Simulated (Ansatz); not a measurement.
Here is a crystal structure:

```cif
data_structure
_symmetry_space_group_name_H-M 'P 1'
_symmetry_Int_Tables_number 1
_cell_length_a 3.0753
_cell_length_b 5.3266
_cell_length_c 5.0524
_cell_angle_alpha 90.000
_cell_angle_beta 92.291
_cell_angle_gamma 90.000
_cell_volume 82.70
loop_
_atom_site_label
_atom_site_type_symbol
_atom_site_fract_x
_atom_site_fract_y
_atom_site_fract_z
_atom_site_occupancy
Si1 Si 0.49821 0.16673 0.50031 1
Si2 Si 0.99821 0.33327 0.00031 1
C1 C 0.50179 0.16636 0.12469 1
C2 C 0.00179 0.33364 0.62469 1
Si3 Si 0.99821 0.66673 0.50031 1
Si4 Si 0.49821 0.83327 0.00031 1
C3 C 0.00179 0.66636 0.12469 1
C4 C 0.50179 0.83364 0.62469 1
```

What crystal do these data define?

Answer. The stoichiometry is SiC. The structure has Cc (No. 9) symmetry and a base-centred monoclinic lattice. With Z = 4, the cell contains 4 Si, 4 C. The neighbours of Si are four C in a tetrahedral arrangement at 1.87 to 1.90 Å. Around each C lie four Si in a tetrahedral arrangement at 1.87 to 1.90 Å. The bonds build a three-dimensional framework.

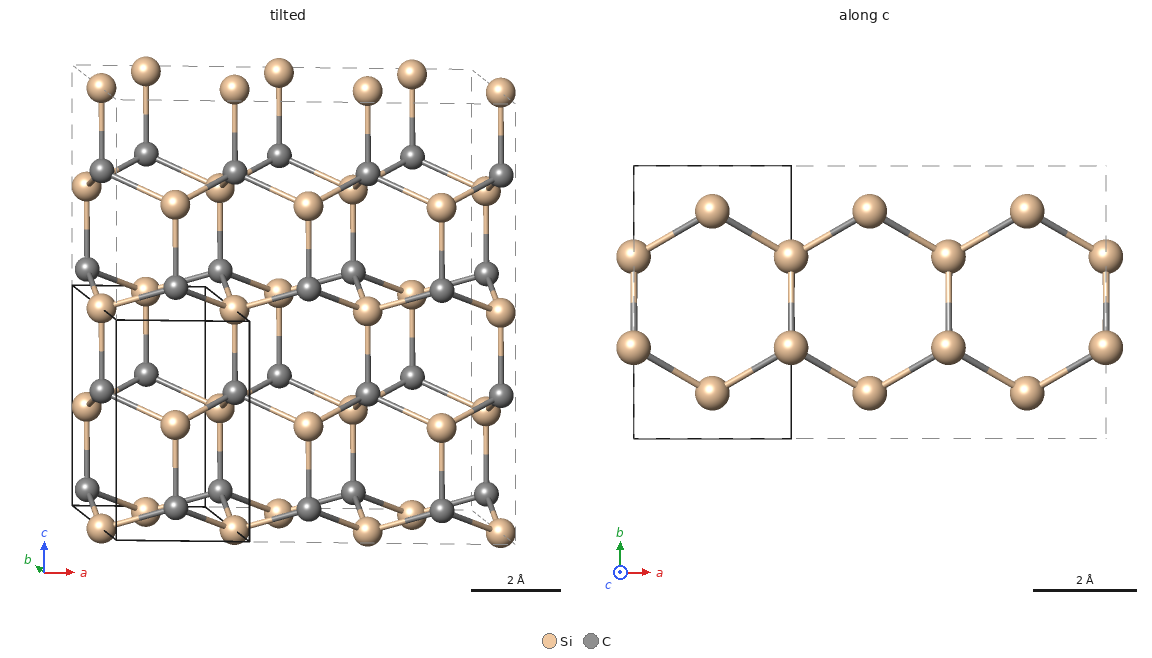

Structure drawing (ball-and-stick), viewed slightly off an axis and along the c axis. One conventional unit cell is drawn solid; the view covers 3×1×2 cells.

The initial geometry was a structure listed in the Materials Project. The cell was then strained or its atoms displaced on purpose. Ansatz was used for an electronic-structure calculation on it.
